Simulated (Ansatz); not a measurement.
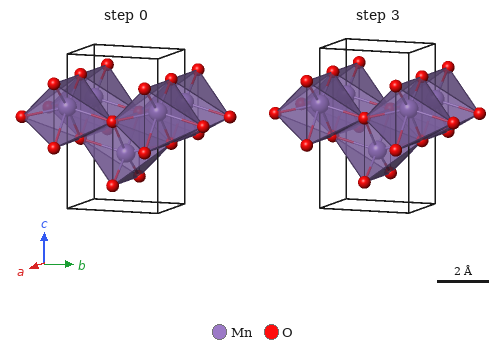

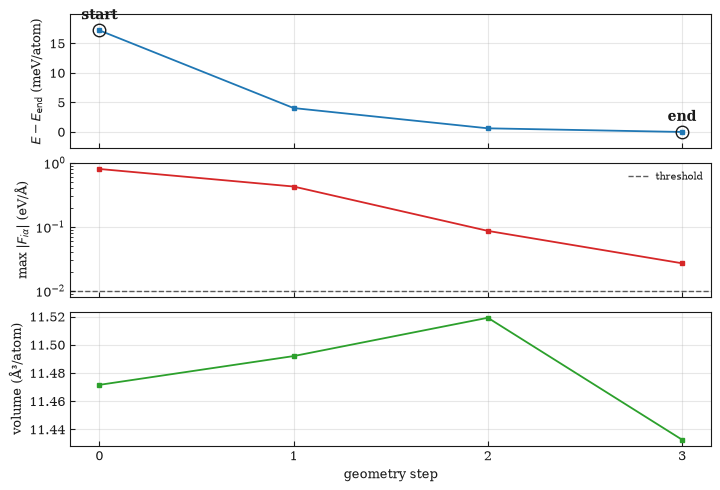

First and last geometry of a relaxation of crystalline MnO₂ (set up in Pmmn), with the history of the run. The picture is a polyhedral view of the cell of the calculation, seen slightly off an axis.

Case: antiferromagnetic in the cell, signs +-.

Theory: DFT PBE, scalar-relativistic, plane waves, PAW (Ansatz 0.2.0). Settings: plane-wave cutoff 420 eV; k-point mesh 12 × 10 × 6; occupations gaussian; smearing width 0.1 eV; collinear spin; cell and atoms relaxed; force threshold 0.01 eV/Å; at most 60 steps.

> Did the run converge, and what did it change?

The run was cut off at its time limit before the relaxation converged, so the last structure is only a point on the way. After 3 geometry steps the energy has fallen by 17.2 meV per atom. The largest force component goes from 0.81 to 0.027 eV/Å. The pressure goes from −7.67 to 0.02 GPa. The largest moves relative to the cell, 0.095 Å, are those of O atoms. By element the largest moves are O 0.095 Å, Mn 0.036 Å. The drawn cell changes as follows: a 2.904 → 2.842 Å (−2.1 %), b 3.845 → 3.778 Å (−1.7 %), c 6.164 → 6.389 Å (+3.7 %); the volume changes by −0.3 %. Among the contacts that change: Mn–O 1.982 → 1.946 Å, Mn–O 1.831 → 1.795 Å, Mn–O 2.051 → 2.040 Å. The space group stays Pmmn (No. 59). Cost: 7.1 min on 1 thread of Arm Neoverse V2, with other jobs on the host, peak memory 0.83 GiB.
